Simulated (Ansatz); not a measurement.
**TaN: density, localisation and related maps**

```cif
data_structure
_symmetry_space_group_name_H-M 'P 1'
_symmetry_Int_Tables_number 1
_cell_length_a 5.0976
_cell_length_b 7.2091
_cell_length_c 3.0689
_cell_angle_alpha 90.028
_cell_angle_beta 146.186
_cell_angle_gamma 90.000
_cell_volume 62.76
loop_
_atom_site_label
_atom_site_type_symbol
_atom_site_fract_x
_atom_site_fract_y
_atom_site_fract_z
_atom_site_occupancy
Ta1 Ta 0.33333 0.16667 0.00000 1
Ta2 Ta 0.66667 0.83333 0.00000 1
Ta3 Ta 0.00000 0.50000 0.00000 1
N1 N 0.00000 0.00000 0.00000 1
N2 N 0.33333 0.66667 0.00000 1
N3 N 0.66667 0.33333 0.00000 1
```

Space group Immm; changed on purpose from its base cell (band edges of the strained film's bulk); computed pressure about 16 GPa in this cell.

All numbers below come from Ansatz 0.2.0, DFT PBE, scalar-relativistic, plane waves, PAW.

In a PAW calculation such maps are meaningful between the atoms, not at the nuclei.

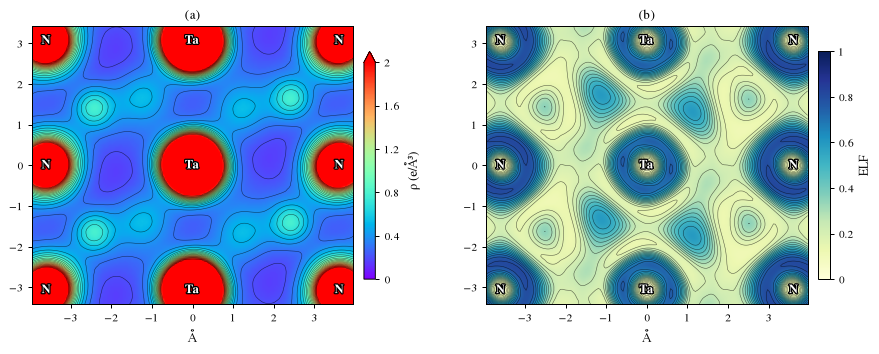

Figure 1. (a) valence charge density (pseudo); (b) ELF on the (101̄) plane of the calculation cell.

Read the bonding off the picture.

- The plane passes through Ta and N nuclei.
- Atoms just off the plane (Ta, 0.9 Å away and N, 0.9 Å away) can leave unmarked features too.
- Ta–Ta (3.07 Å): ρ at the midpoint is about 0.25 e/Å³; the ELF is about 0.20 at the midpoint (no shared electron pair shows on this line).
- Between the atoms the lowest density in this plane is 0.16 e/Å³.
- The features right at Ta lie inside the PAW spheres, where the map follows smoothed inner orbitals and isn't to be read closely.

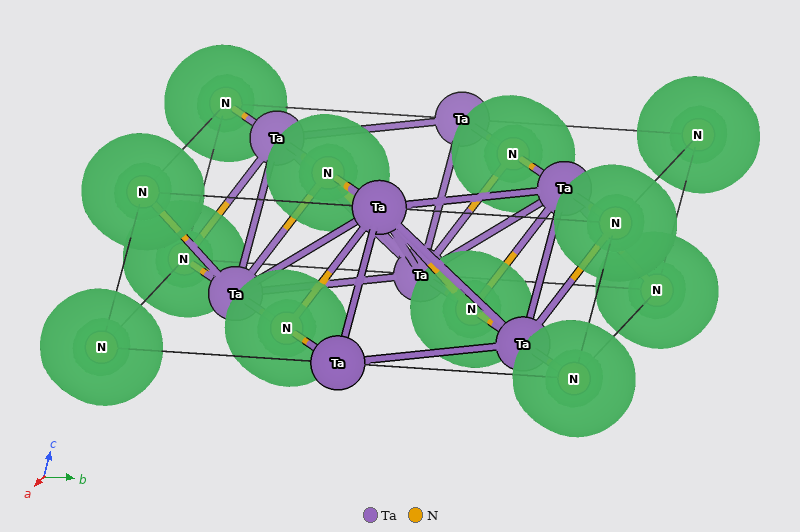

Figure 2. Isosurface of the ELF at 0.65 (green), seen slightly off an axis. Core shells and regions of very low density are left out. Sticks mark near contacts.

Describe the localisation domains.

The surface consists of three regions wrapped around N (the valence shell of each), counted in one cell of 6 atoms. Any copies at cell faces, edges or corners count once. Along the contacts the grid gives the following. Ta–N (2.08 Å): the ELF peaks at about 0.80 in the valence shell of N, 0.6 Å from its nucleus, and drops to about 0.20 between the two atoms (no shared electron pair shows on this line). Ta–Ta (2.94 Å): the ELF is about 0.35 at the midpoint.

Metal or insulator at this level of theory?

It is metallic or semimetallic at this level of theory: no gap opens; semilocal functionals without U, or without the true magnetic order, often close the gap of such compounds.
